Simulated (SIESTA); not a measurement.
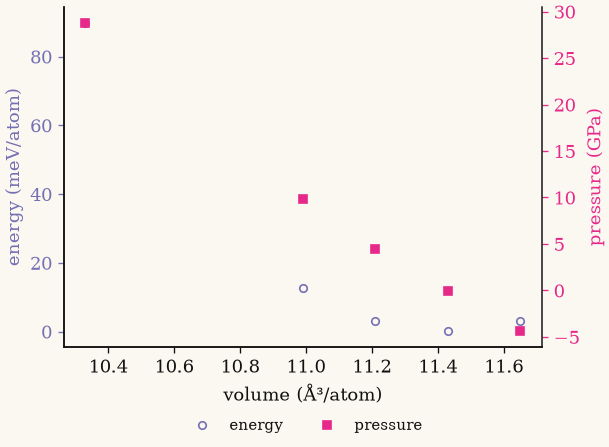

The picture above shows the energy and pressure against volume for ZrO₂, space group Fm-3m (No. 225).

The given structure:
```
CELL_PARAMETERS angstrom
0.00000 2.54507 2.54507
2.54507 0.00000 2.54507
2.54507 2.54507 0.00000
ATOMIC_POSITIONS crystal
Zr 0.00000 0.00000 0.00000
O 0.75000 0.75000 0.75000
O 0.25000 0.25000 0.25000
```

Calculation (SIESTA 5.4.2): DFT in numerical atomic orbitals with pseudopotentials, no spin polarisation; energies at scaled volumes of the given cell, shape and fractions fixed, counted from the fit's minimum, third-order Birch-Murnaghan fit. Level: PBE.

k mesh 9×9×9; occupations Fermi–Dirac; smearing width 0.05 eV; potentials PseudoDojo 0.4 standard, converted to PSML, two zetas on semicore shells; program settings basis DZP, mesh cutoff 800 Ry.

The points at volume 10.55 Å³/atom and 10.77 Å³/atom are left out of the plot. What values does the calculation give there?

```
volume (Å³/atom)  energy (meV/atom)  pressure (GPa)
           10.55              55.37           21.59
           10.77              30.00           15.43
```

Keep in mind: mulliken charges of long orbitals.
